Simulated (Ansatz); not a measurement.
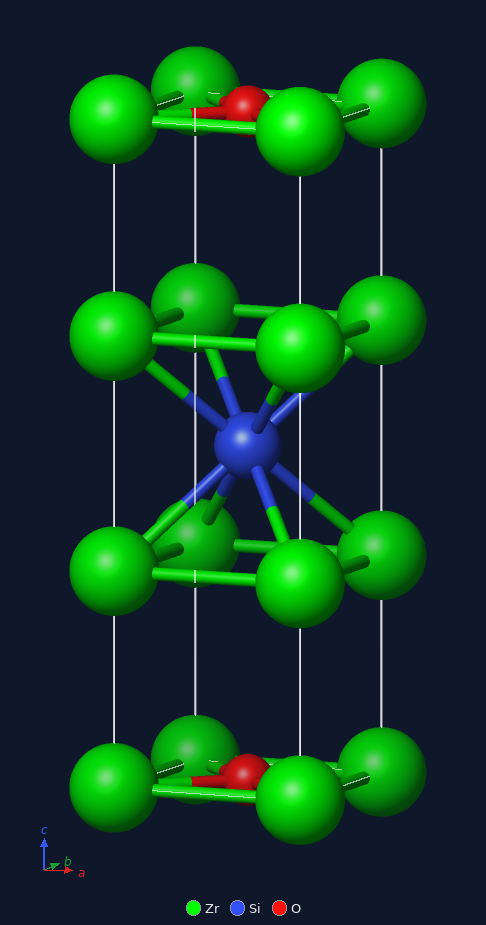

The figure gives a ball-and-stick picture of the atoms, viewed slightly off an axis. The outline marks the conventional unit cell. Cell: a = 3.06 Å, b = 3.06 Å, c = 10.19 Å, α = 90.00°, β = 90.00°, γ = 90.00°.

The cell started as a random cell made by a generator, so it need not be a real form of the compound. Earlier steps of the study may have refined or changed the cell and positions. It was run through Ansatz as a DFT input.

Q: In words:

A: The formula is Zr$_{3}$SiO. The lattice is primitive tetragonal and the space group P4/mmm (No. 123). Counting shared atoms by their share gives 3 Zr, 1 Si, 1 O, or 5 atoms. Each Si has eight Zr in a distorted cubic arrangement at about 2.8 Å. O sits among four Zr in a square planar arrangement at about 2.2 Å. Zr takes two kinds of site: 1a with four Zr and four O (about 3.1 Å to Zr, 2.2 Å to O); 2g with four Zr and four Si (about 3.1 Å to Zr, 2.8 Å to Si). Not all metal-metal contacts are counted. The bonds build ZrO and Zr2Si layers parallel to (001).

Electronic-structure method: DFT PBE, scalar-relativistic, plane waves, PAW (Ansatz). Parameters: a basis cut at 420 eV, 12×12×4 k-mesh, Gaussian smearing of 0.1 eV, no spin polarisation.

Q: Predict the gap.

A: A metal: bands cross the Fermi level.

Q: Give the Bader charge of each element.

A: Zr +0.59 to +1.41 e; Si -1.15 e; O -1.43 e.

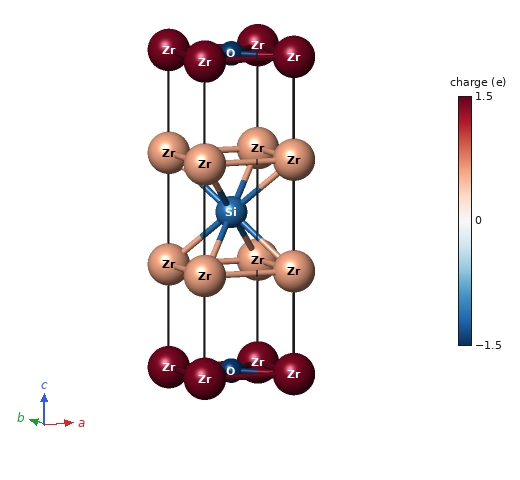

The atoms coloured by those charges. The run's cell of 5 atoms is drawn.

Q: Are forces and stress small enough to call this relaxed?

A: Yes. All forces vanish to within 0.01 eV/Å. The pressure is 0.0 GPa, close to zero.
